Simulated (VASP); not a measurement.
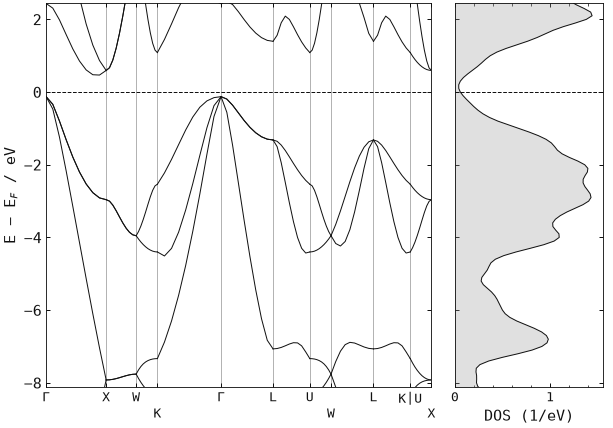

Band structure and density of states. Energies are counted from the Fermi level. The DOS curve is built from the levels of the k mesh with Gaussians 0.55 eV wide, which also blur the band edges; ripples of that width can come from the mesh.

**What lattice type does the k path imply?**

A face-centred cubic lattice: the path Γ–X–W–K–Γ–L–U–W–L–K|U–X runs through the special points of its Brillouin zone.

System: diamond-type Si, space group Fd-3m, 2 atoms in the primitive cell.

```cif
data_structure
_symmetry_space_group_name_H-M 'P 1'
_symmetry_Int_Tables_number 1
_cell_length_a 3.8467
_cell_length_b 3.8467
_cell_length_c 3.8467
_cell_angle_alpha 60.000
_cell_angle_beta 60.000
_cell_angle_gamma 60.000
_cell_volume 40.25
loop_
_atom_site_label
_atom_site_type_symbol
_atom_site_fract_x
_atom_site_fract_y
_atom_site_fract_z
_atom_site_occupancy
Si1 Si 0.00000 0.00000 0.00000 1
Si2 Si 0.25000 0.25000 0.25000 1
```

Method: PBE, VASP PAW PBE potentials, release 64 (Si), no spin polarisation, no spin-orbit coupling, 10×10×10 k mesh, 520 eV cutoff, Gaussian smearing of 0.02 eV (VASP).

**Metal, semiconductor or insulator, and what is the gap?**

A semiconductor. The gap along this path is 0.59 eV and indirect, from the valence-band top at Γ to the conduction-band bottom between Γ and X; the smallest direct gap is 2.56 eV, at Γ.

**What are the direct gaps at L, U and X?**

The direct gaps are 2.71 eV at L, 3.62 eV at U and 3.56 eV at X.

LDA, GGA and most meta-GGA functionals understate gaps. The cell was built from a pattern and not relaxed, so its bond lengths can be off.
